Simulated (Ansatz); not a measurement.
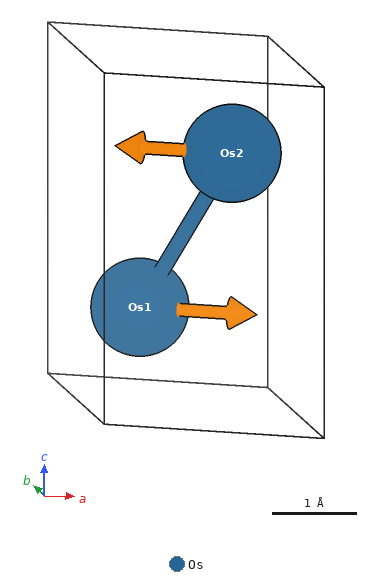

One vibrational mode of solid Os at the zone centre. The orange arrows give the relative displacements of the atoms. Style: ball-and-stick. Shown: the cell of the calculation, slightly off an axis.

Level of theory: DFT PBEsol, scalar-relativistic, plane waves, PAW (Ansatz 0.2.0). (plane-wave cutoff 420 eV; k-point mesh 18 × 18 × 10; occupations fermi dirac; smearing width 0.15 eV; no spin polarisation)

The frequencies depend somewhat on the k-mesh and the smearing.

Question: Describe the mode and give its frequency.

Answer: This is the E₂g mode (doubly degenerate; one member of the set is drawn) at 168 cm⁻¹, the lowest optical level, Raman-active by symmetry. All motion is along a; atoms of one kind move against one another, with no net shift of their sublattice.
